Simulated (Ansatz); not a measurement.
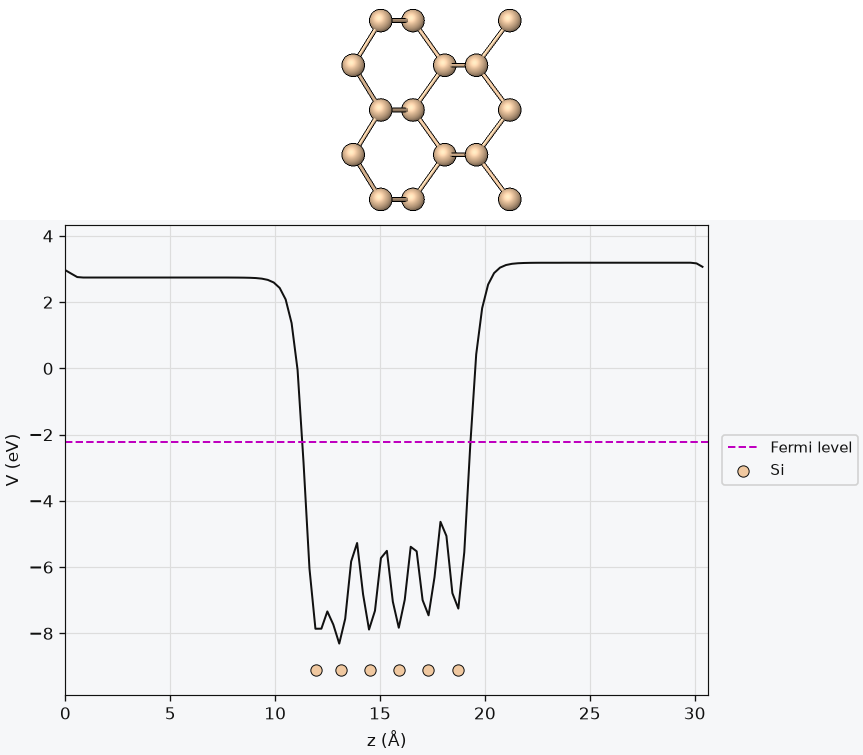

Plane-averaged electrostatic potential energy of an electron across the slab; circles at the bottom mark the heights of the atoms. The structure is drawn too.

The Ansatz input:

```
crystal:
  lattice:
    - [3.8677060746, 0.0, 0.0]
    - [0.0, 3.8677060746, 0.0]
    - [0.0, 0.0, 30.6575878124]
  atoms:
    - { symbol: Si, position: [-0.0920916363, 0.5000213596, 0.2597094572] }
    - { symbol: Si, position: [-0.2752427081, 2.10906e-05, 0.2985864901] }
    - { symbol: Si, position: [0.2291369732, 1.54699e-05, 0.3440468715] }
    - { symbol: Si, position: [0.2242471596, 0.5000146357, 0.3888859862] }
    - { symbol: Si, position: [-0.2766540006, 0.5000080781, 0.4336063039] }
    - { symbol: Si, position: [-0.2715973269, 6.2437e-06, 0.4805558326] }
basis:
  ecutwfc: 420
kpoints:
  mp_grid: { grid: [9, 9, 1] }
hamiltonian:
  xc: pbe
scf:
  occupations: { method: gaussian, width: 0.1 }
output:
  forces: true
  stress: true
  eigenvalues: true
  write_density: true
  write_potential: true
  elf: true
  volumetric_format: npy
efield:
  axis: 3
  dipole_correction: true
  ramp_width: 0.04
```

Run as:
```bash
ansatz run input.yaml --threads 4 --pin off --max-ram 10240MiB --backend cpu --events-out ev --progress --plain --runs-dir out
```

Question: What is the work function?

Answer: The work function is 5.41 eV at the right face and 4.97 eV at the left.

Question: How thick are slab and vacuum?

Answer: The outermost atoms are 6.8 Å apart, which leaves 23.9 Å of vacuum in a cell 30.7 Å high.

The atoms aren't at rest in this cell (largest force 0.6 eV/Å), so the relaxed material can differ.
